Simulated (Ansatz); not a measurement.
The calculation's input:

```
crystal:
  lattice:
    - [-2.62333646, 4.776753505, 4.441674725]
    - [2.62333646, -4.776753505, 4.441674725]
    - [2.62333646, 4.776753505, -4.441674725]
  atoms:
    - { symbol: Si, position: [0.26034098, 0.84494489, 0.41539609] }
    - { symbol: Si, position: [0.0704512, 0.15505511, 0.91539609] }
    - { symbol: Si, position: [0.73965902, 0.15505511, 0.58460391] }
    - { symbol: Si, position: [0.9295488, 0.84494489, 0.08460391] }
    - { symbol: O, position: [0.5, 0.0, 0.5] }
    - { symbol: O, position: [0.0, 0.0, 0.0] }
    - { symbol: O, position: [0.79317541, 0.0, 0.29317541] }
    - { symbol: O, position: [0.20682459, 0.5, 0.20682459] }
    - { symbol: O, position: [0.20682459, 0.0, 0.70682459] }
    - { symbol: O, position: [0.79317541, 0.5, 0.79317541] }
    - { symbol: O, position: [0.86931113, 0.11931113, 0.75] }
    - { symbol: O, position: [0.13068887, 0.88068887, 0.25] }
hamiltonian:
  xc: pbe
  pseudopotentials: { kind: paw }
kpoints:
  mp_grid: { grid: [6, 6, 6] }
scf:
  occupations: { method: fermi_dirac, width: 0.05 }
basis:
  ecutwfc: "300 eV"
output:
  forces: true
  stress: true
  eigenvalues: true
  write_density: true
  write_potential: true
  elf: true
  volumetric_format: npy
```

Run with:

```sh
ansatz run input.yaml --threads 4 --pin off --max-ram 11264MiB --backend cpu --events-out ev --progress --plain --runs-dir out
```

Below, planes, directions and counts refer to the conventional cell (a = 5.25 Å, b = 9.55 Å, c = 8.88 Å, α = 90.00°, β = 90.00°, γ = 90.00°).

Space group Imma; a structure from a database of computed crystals, not necessarily the ambient phase; not relaxed (largest force 0.3 eV/Å); computed pressure about 3 GPa in this cell; the program warned that the cutoff is below the recommended one.

Method: Kohn-Sham DFT of a periodic cell, PBE, Ansatz PAW in Ansatz 0.2.0.

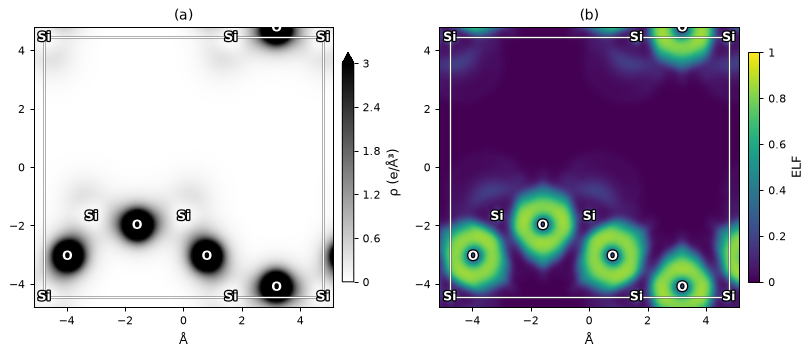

SiO₂. (a) valence charge density (pseudo); (b) ELF on the (100) plane of the conventional cell.

Core electrons are frozen (PAW), and the valence fields are smoothed inside the atomic spheres.

Read the bonding off the picture.

Atoms in the plane: Si and O.
Si–O (1.60 Å): the density is about 1.3 e/Å³ at the midpoint; the ELF peaks at about 0.85 between the atoms (a short, strongly polar bond).
The density dies away to nearly zero in the voids.
The ELF also peaks beside O, away from the bonds: lone-pair regions.

Does the calculation give a band gap?

It is gapped, with a Kohn–Sham gap of 5.5 eV on the k-point mesh (the band edges may lie off the mesh, which would make the gap smaller).
